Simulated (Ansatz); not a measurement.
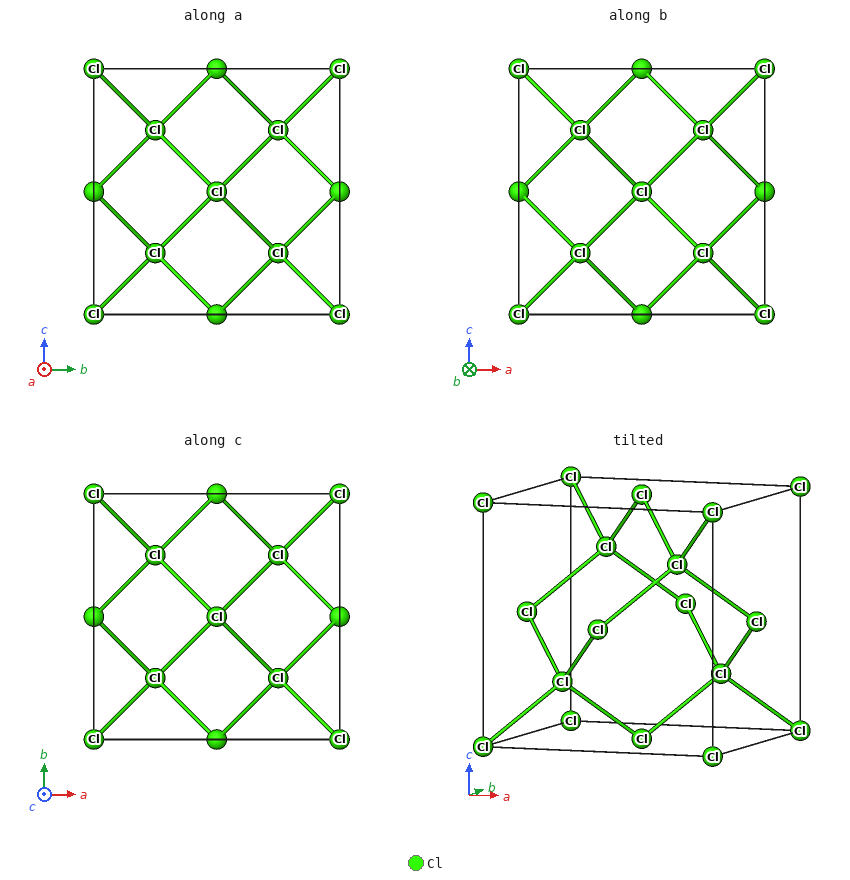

A ball-and-stick picture of a crystal structure, seen along the a axis, along the b axis, along the c axis and slightly off an axis. The wireframe shows the conventional unit cell.

Lattice parameters: a = 6.5778 Å, b = 6.5778 Å, c = 6.5778 Å, α = 90.000°, β = 90.000°, γ = 90.000°.

### Transcribe the picture into a CIF with its space group and independent sites.

```cif
data_structure
_symmetry_space_group_name_H-M 'F d -3 m :1'
_symmetry_Int_Tables_number 227
_cell_length_a 6.5778
_cell_length_b 6.5778
_cell_length_c 6.5778
_cell_angle_alpha 90.000
_cell_angle_beta 90.000
_cell_angle_gamma 90.000
_cell_volume 284.61
loop_
_atom_site_label
_atom_site_type_symbol
_atom_site_symmetry_multiplicity
_atom_site_Wyckoff_symbol
_atom_site_fract_x
_atom_site_fract_y
_atom_site_fract_z
_atom_site_occupancy
Cl1 Cl 8 a 0.0000 0.5000 0.5000 1
```

The initial geometry was a structure type filled with this element by a generator (whether the element takes this form wasn't checked). The cell was then strained or its atoms displaced on purpose. It was run through Ansatz as a DFT input.
